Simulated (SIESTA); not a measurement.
# Energy of WS₂ along an even scaling of the cell

System: WS₂ (6 atoms in the cell).
Method: Kohn-Sham DFT of a periodic cell, PBEsol, PseudoDojo 0.4 standard, converted to PSML, no spin polarisation (SIESTA 5.4.2).

The 7 runs differ only in the geometry, by an even scaling of the cell at fixed fractional positions. The structure derives from an entry of the Crystallography Open Database.

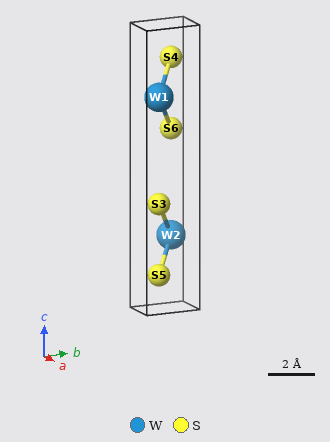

Figure 1. The structure of run 4 (ball-and-stick view of the cell of the calculation, seen slightly off an axis; atoms are numbered from 1 in the order of the input). An atom can appear more than once, as a periodic image.

**Input of run 4**
```
SystemName                      Tungstenite
SystemLabel                     WS2
NumberOfSpecies                 2
NumberOfAtoms                   6
%block ChemicalSpeciesLabel
  1  74 W
  2  16 S
%endblock ChemicalSpeciesLabel

LatticeConstant                 1.0 Ang
%block LatticeVectors
     3.1800000000     0.0000000000     0.0000000000
    -1.5900000000     2.7539607840     0.0000000000
     0.0000000000     0.0000000000    12.5000000000
%endblock LatticeVectors
AtomicCoordinatesFormat         Fractional
%block AtomicCoordinatesAndAtomicSpecies
     0.6666666667     0.3333333333     0.7500000000  1  W
     0.3333333333     0.6666666667     0.2500000000  1  W
     0.6666666667     0.3333333333     0.3750000000  2  S
     0.3333333333     0.6666666667     0.8750000000  2  S
     0.6666666667     0.3333333333     0.1250000000  2  S
     0.3333333333     0.6666666667     0.6250000000  2  S
%endblock AtomicCoordinatesAndAtomicSpecies

%block kgrid.MonkhorstPack
    8   0   0  0.0
    0   8   0  0.0
    0   0   2  0.0
%endblock kgrid.MonkhorstPack
XC.Functional                   GGA
XC.Authors                      PBEsol
PAO.BasisSize                   DZP
PAO.EnergyShift                 0.003 Ry
Mesh.Cutoff                     800 Ry
OccupationFunction              FD
ElectronicTemperature           0.05 eV
MaxSCFIterations                120
SCF.MustConverge                false
SCF.Mixer.Method                Pulay
SCF.Mixer.Weight                0.25
SCF.Mixer.History               8
SCF.DM.Tolerance                5.0e-05
SCF.H.Tolerance                 1.0e-03 eV
WriteForces                     true
Charge.Mulliken                 end
%block PAO.Basis
  W 5
  n=5 0 2
    3.045 0.000
  n=6 0 2
    7.595 0.000
  n=5 1 2
    3.655 0.000
  n=6 1 1
    7.595
  n=5 2 2
    6.615 0.000
%endblock PAO.Basis
```

Command:
```bash
siesta < WS2.fdf > WS2.out 2>&1
```

Run 2 differs from it as follows:
```diff
-     3.1800000000     0.0000000000     0.0000000000
-    -1.5900000000     2.7539607840     0.0000000000
-     0.0000000000     0.0000000000    12.5000000000
+     3.1370217585     0.0000000000     0.0000000000
+    -1.5685108793     2.7167405351     0.0000000000
+     0.0000000000     0.0000000000    12.3310603717
```

**Results, with one run withheld**

| run | volume per atom (Å³) | free energy per atom, from the lowest run given (meV) | pressure (GPa) | gap on the mesh (eV) |
| --- | --- | --- | --- | --- |
| 1 | 17.150 | 39.60 | 12.02 | 1.17 |
| 2 | 17.515 | ? | ? | ? |
| 3 | 17.880 | 4.43 | 3.72 | 1.20 |
| 4 | 18.245 | 0.00 | 0.23 | 1.21 |
| 5 | 18.610 | 3.15 | −2.91 | 1.22 |
| 6 | 18.975 | 13.15 | −5.79 | 1.22 |
| 7 | 19.340 | 29.22 | −8.31 | 1.23 |

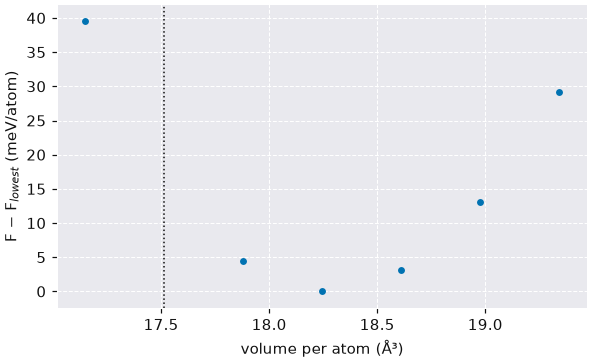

Figure 2. Free energy per atom of the runs given; the dotted line marks run 2.

Fit the runs given and predict run 2.

A cubic polynomial in V^(−2/3) (the Birch–Murnaghan form), fitted to the 6 runs given, misses them by at most 0.01 meV per atom. With x = V^(−2/3) − 0.14378 Å⁻², it reads F = 0.13552 − 783.81 x + 1.0188e+06 x² + 1.4113e+06 x³ (meV per atom). At run 2 it gives 17.30 meV per atom, and the run itself gives 17.30. The slope of the fit gives a pressure −dF/dV of 7.65 GPa there, and the run prints 7.67 GPa. The fit has its minimum at 18.269 Å³ per atom, where V d²F/dV² gives 165 GPa. Cell shape and fractional positions are held, so this is the stiffness under even scaling; the relaxed bulk modulus wasn't computed and can be far lower in a crystal of layers, chains or molecules like this one. The gap on the mesh goes, without turning, from 1.17 eV in run 1 to 1.23 eV in run 7; run 2 has 1.19 eV. These are gaps of this functional on this mesh, which can miss the band edges; they aren't the measured gap.

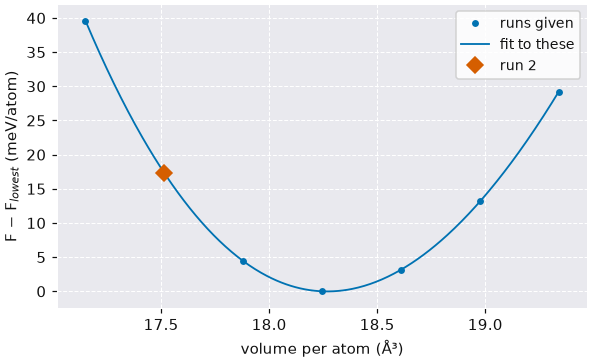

Figure 3. The fit and the withheld run.

**Some lines of the output (run 2)**
```
[...]
outcell: Cell volume (Ang**3)        :    105.0911
stepf: Fermi-Dirac step function
siesta: Etot    =     -5321.059838
siesta: FreeEng =     -5321.059839
        iscf     Eharris(eV)        E_KS(eV)     FreeEng(eV)     dDmax    Ef(eV) dHmax(eV)
siesta: E_KS(eV) =            -5329.4258
siesta: E_KS - E_eggbox =     -5329.4258
siesta: Etot    =     -5329.425786
siesta: FreeEng =     -5329.425786
siesta:         Fermi =      -4.033575
siesta: Cell volume =        105.091144 Ang**3
    Orbital volume contribution        =           4.595008 eV
```

Notes: Points of doubt noted for this run: mulliken charges of long orbitals. Spin–orbit coupling is left out, which matters for W. With a small basis of atomic orbitals these values can differ much from converged plane-wave results.
